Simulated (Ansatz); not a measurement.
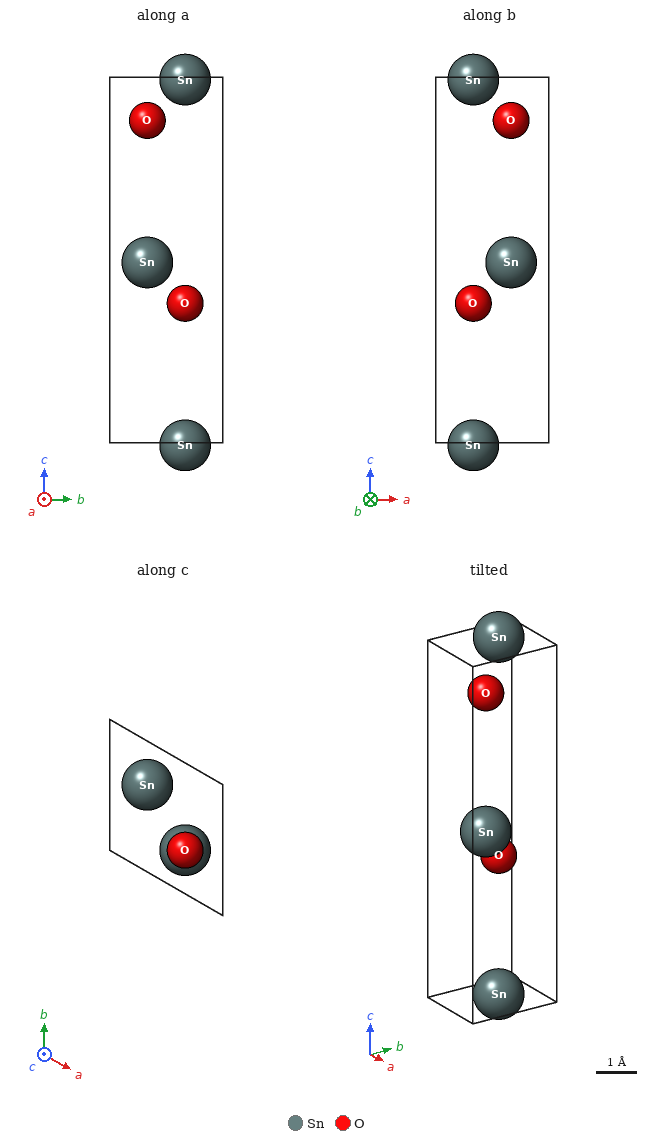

Structure drawing (spheres-only), viewed along the a axis, along the b axis, along the c axis and slightly off an axis. The wireframe shows the conventional unit cell.

Lattice parameters: a = 3.298 Å, b = 3.298 Å, c = 9.216 Å, α = 90.00°, β = 90.00°, γ = 120.00°.

### Express the structure as a table of Wyckoff sites, with free fractional coordinates to two decimals.

Space group P6_3mc (No. 186).
```tsv
atom	site	x	y	z
Sn	2b	0.3333	0.6667	0.99
O	2b	0.3333	0.6667	0.38
```

Its origin is a structure type filled with these elements by a generator (whether the compound takes this form wasn't checked). Earlier steps of the study may have refined or changed the cell and positions. It was run through Ansatz as a DFT input.
